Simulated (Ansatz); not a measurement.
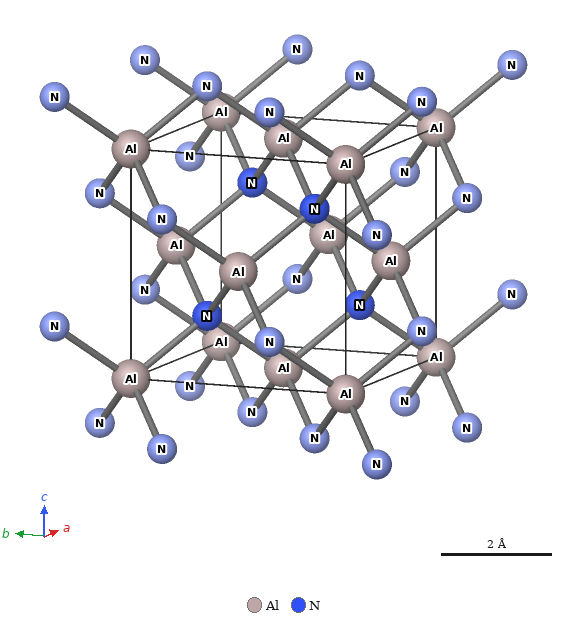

The structure (ball-and-stick view of the cell 4 times as large as that of the calculation, set on its symmetry axes, seen at an oblique angle; neighbours outside the cell are drawn fainter).

AlN: single-point calculation

System: AlN (2 atoms in the cell).
Method: DFT, PBE, plane waves, PAW, no spin polarisation (Ansatz 0.2.0).

The structure was built on a prototype by a generator. The geometry comes from this level: r2SCAN (a point of a series of volumes). It belongs to a series of runs on one base structure; here: volume -8%.

The program's output:
```
Warning: basis.ecutwfc = 260 eV is below the records' recommended 420 eV, and the density's cutoff is lower with it unless basis.ecutrho_ratio is high enough to keep the records' density cutoff: compare with a run at a higher cutoff
scf.n_extra_bands = 4 over 4 filled bands (N_el = 8.0): the run solves 8 bands
Engine: ansatz 0.2.0, aarch64-unknown-linux-gnu
Pseudopotentials: kind: paw
Pseudopotential: Al, paw, valence charge 3, recommended cutoff 420 eV (normal), Al.paw.azcp
Pseudopotential: N, paw, valence charge 5, recommended cutoff 420 eV (normal), N.paw.azcp
Functional definition: PBE
  parameter kappa = 0.804
  parameter beta = 0.06672455060314922
  exchange = pbe_x(kappa = kappa, mu = beta*pi^2/3)
  correlation = pbe_c(beta = beta)
Crystal: 2 atoms, lattice volume = 19.191 Å³
Basis set: ecut = 260 eV, 169 PW (Γ), exchange–correlation on 32×32×32 points (8 copies of the dense FFT grid, shifted against one another)
Bands: 8, of which v1, the nominal top of the filled ones, is band 4 counted from 1 (3 counted from 0)
Symmetry: 24 space group operations
Space group: F-43m (ITA 216), of the structure as read, at distance tolerance 2.7e-5 Å
k-points: 8 of 64 (time reversal used)
Non-local potential: Al, projectors of the file, l = 0: 2, l = 1: 2, l = 2: 1
Non-local potential: N, projectors of the file, l = 0: 2, l = 1: 2, l = 2: 1
PAW form: soft (Blöchl's): semilocal exchange-correlation on the pseudo side does not see the compensation charge
PAW one-centre angular grid: Al, 110 points (default); XC on 64 Gauss nodes
PAW one-centre angular grid: N, 110 points (default); XC on 64 Gauss nodes
Initial density: superposition of atomic densities (neutral atoms: chi_scale 0, normalization atom), corrected by the library's trained network
Initial wavefunctions: pseudopotential atomic-orbital guess
Functional: x = pbe(κ = 0.804, μ = 0.2195149727645171), c = pbe(β = 0.06672455060314922)
SCF iter   1: F=—  HF=-923.097342 eV  |F-HF|=—  |Δ(HF+E_count)|=         —  Δρ=2.35e-2  dr2=3.14e-2  ethr=1.77e-3  ⟨swp⟩=5.0  Hψ=462  notcnv=0
preconditioner: auto → none  [insulator: Δε(μ)=3.145 eV  Ē_g=16.198 eV  σ=0.020 eV  W_gap=1.00  n_scr=0 (ndim 8)  ℏωp=24.0 eV  f_vac=0.000  D(μ)=0.00/eV (n_scr^D=0)  ε∞_Penn≈3.2]
SCF iter   2: F=—  HF=-923.096862 eV  |F-HF|=—  |Δ(HF+E_count)|=   4.80e-4  Δρ=9.48e-3  dr2=6.06e-3  ethr=3.93e-4  ⟨swp⟩=2.8  Hψ=188  notcnv=0
SCF iter   3: F=—  HF=-923.098452 eV  |F-HF|=—  |Δ(HF+E_count)|=   1.59e-3  Δρ=4.60e-3  dr2=6.95e-4  ethr=7.57e-5  ⟨swp⟩=2.8  Hψ=114  notcnv=0
SCF iter   4: F=—  HF=-923.099276 eV  |F-HF|=—  |Δ(HF+E_count)|=   8.24e-4  Δρ=2.78e-4  dr2=5.04e-6  ethr=8.69e-6  ⟨swp⟩=2.2  Hψ=125  notcnv=0
SCF iter   5: F=—  HF=-923.100188 eV  |F-HF|=—  |Δ(HF+E_count)|=   9.12e-4  Δρ=3.02e-5  dr2=5.13e-8  ethr=1.25e-9  ⟨swp⟩=2.5  Hψ=249  notcnv=0
SCF iter   6: F=-923.100188 eV  HF=-923.100188 eV  |F-HF|=1.04e-9  |Δ(HF+E_count)|=   9.40e-9  Δρ=6.34e-6  dr2=1.89e-9  ethr=6.42e-10  ⟨swp⟩=2.0  Hψ=192  notcnv=0
SCF 1 converged in 6 iterations: F = -923.100188 eV  dr2 = 1.89e-9
  greatest PAW one-centre occupation: 0.792 electrons in one spin orbital (limit 2), on the N atom at site 1 (counted from 0), in its partial waves of l = 0
```

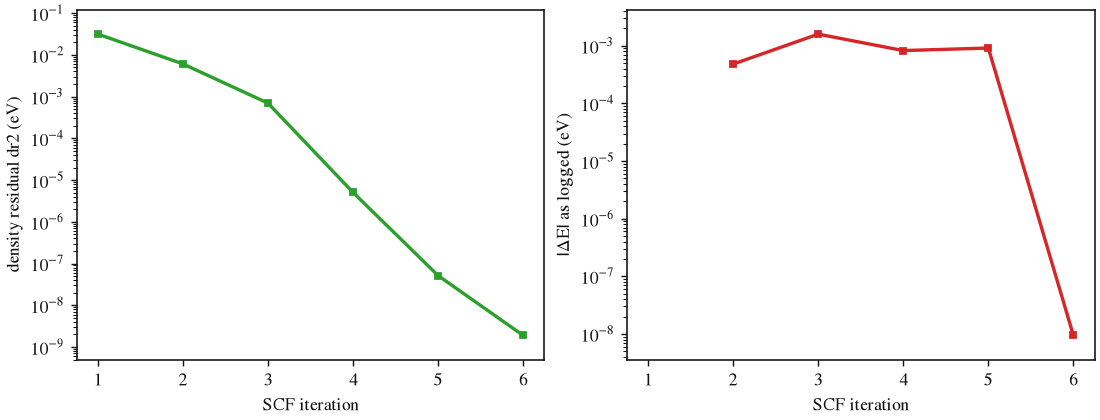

Convergence of the self-consistent field: density residual dr2 and size of the energy change against the SCF iteration. The residual falls at every step.

```
SCF converged after 6 iterations
Free energy (F): -923.100188 eV
Harris-Foulkes:  -923.100188 eV  (|F-HF|=1.04e-9)
Internal energy: -923.100188 eV  (E = F + TS)
E sigma→0 (E₀):  -923.100188 eV
Fermi energy:    9.616958 eV
--- Per-component energies (eV) ---
  E_band       = 21.605731
  E_kinetic    = 166.187394
  E_local      = -213.530816  (includes V_loc(G=0)·N_el)
  E_nonlocal   = 53.082312
  E_hartree    = 74.646060
  E_xc         = -103.958787
  E_vxc        = -110.698972  (∫ρ·V_xc dr)
  E_paw        = -594.687979  (= ΣΔE_a)
  E_vpaw       = -22.727817  (= ΣTr[D̂ρ^β])
  E_aug_tail   = 0.001347  (compensation charges beyond the density's cutoff)
  E_ewald      = -304.839718
  E_smearing   = -0.000000  (= −TS)
  E_closure    = 0.000000  (closes the sum)
  Σ components = -923.100188   (vs F -923.100188, Δ=0.00e0)
--- Forces (eV/Å), atoms counted from 1 ---
  atom   1  Al     0.00000000    -0.00000000    -0.00000000
  atom   2  N     -0.00000000     0.00000000     0.00000000
  max |Σ_I F_I| component: 2.50e-16 eV/Å
--- Stress (GPa, compression-positive) ---
       26.655527       0.000000      -0.000000
        0.000000      26.655527       0.000000
       -0.000000       0.000000      26.655527
  P = ⅓ Tr σ = 26.6555 GPa (266.555 kbar)
--- Band table (eV; the first three rows and the last of 8) ---
  k-point 0: bands = ["-7.6562", "7.9876", "7.9876", "7.9876", "12.7054", "21.4287", "21.4287", "21.4287"]
  k-point 1: bands = ["-6.7209", "4.4779", "7.7286", "7.7286", "14.9945", "19.6899", "20.9677", "20.9677"]
  k-point 2: bands = ["-5.3776", "1.6911", "7.5010", "7.5010", "15.9813", "18.3943", "19.6072", "19.6072"]
  k-point 7: bands = ["-4.5974", "4.0711", "4.2269", "5.0948", "14.1926", "19.8398", "20.7004", "21.3480"]
```

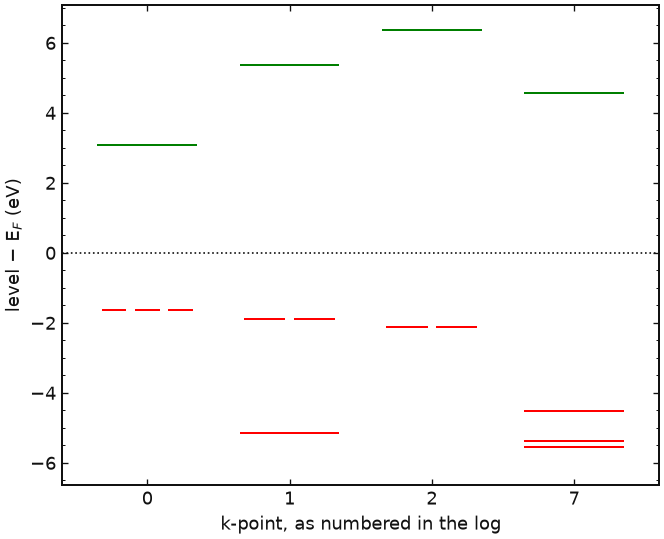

Kohn–Sham levels near the Fermi level (dotted) at the few k-points that the log prints; levels within 0.02 eV of each other stand side by side. Among these points the highest filled and lowest empty levels are 4.72 eV apart; the gap on the full mesh, 3.26 eV, has an edge at a point that isn't printed.

The run was set up as follows.

Input:
```yaml
crystal:
  lattice:
    - [0.0, 2.1249863945, 2.1249863945]
    - [2.1249863945, 0.0, 2.1249863945]
    - [2.1249863945, 2.1249863945, 0.0]
  atoms:
    - { symbol: Al, position: [0.0, 0.0, 0.0] }
    - { symbol: "N", position: [0.25, 0.25, 0.25] }
kpoints:
  mp_grid: { grid: [4, 4, 4] }
hamiltonian:
  xc: pbe
scf:
  occupations: { method: fermi_dirac, width: 0.02 }
  n_extra_bands: 4
output:
  forces: true
  stress: true
  eigenvalues: true
basis:
  ecutwfc: 260
```

Command:
```bash
ansatz run input.yaml --threads 2 --pin off --max-ram 3686MiB --backend cpu --events-out ev --progress --plain --runs-dir out
```

Key numbers:

| quantity | value |
| --- | --- |
| outcome | converged |
| space group (tolerance 0.01 Å) | F-43m (216) |
| electrons treated | 8 |
| free energy | −923.1002 eV |
| Fermi energy | 9.617 eV |
| gap on the k-point mesh | 3.26 eV |
| pressure | 26.66 GPa |
| largest force (length of the vector) | under 0.001 eV/Å |
| hardware | 2 threads of Arm Neoverse V2, 24 GiB of memory available, shared host |
| peak memory | 0.23 GiB |

Remarks:

The program warns: the cutoff is below the recommended one. The k-point mesh is coarse for a cell of this size, so the results may not be converged.
